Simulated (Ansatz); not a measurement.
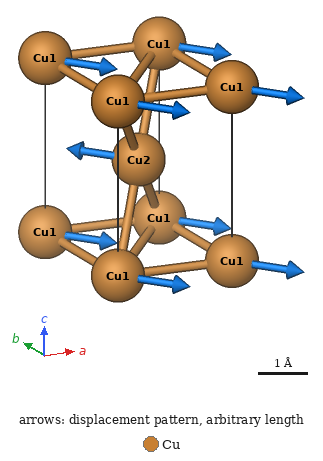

Normal modes of solid Cu, space group I4/mmm (No. 139), at the zone centre of a doubled cell. The levels lie at 52i, 170, 263 cm⁻¹. One mode is drawn. The blue arrows are the displacements of the atoms (eigenvector over the root of the mass), of arbitrary overall length and sign. A ball-and-stick model of the cell of the calculation, seen from a free direction.

Method: DFT PBEsol, scalar-relativistic, plane waves, PAW (Ansatz 0.2.0). (plane-wave cutoff 420 eV; k-point mesh 26 × 26 × 14; occupations gaussian; smearing width 0.15 eV; no spin polarisation)

To which level does it belong?

Answer. The level at 52i cm⁻¹. This is a non-degenerate mode, the lowest level (the three translations aside). All motion is along [1 −1 0] of the drawn cell; atoms of one kind move against one another, with no net shift of their sublattice. It changes sign from one half of the doubled cell to the other: it belongs to the zone boundary, q = (0, 0, 1/2) in the reciprocal vectors of the undoubled cell. The frequency is imaginary, so the structure is unstable against this distortion. Freezing in the drawn pattern lowers the space group from I4/mmm to Cmcm (No. 63).
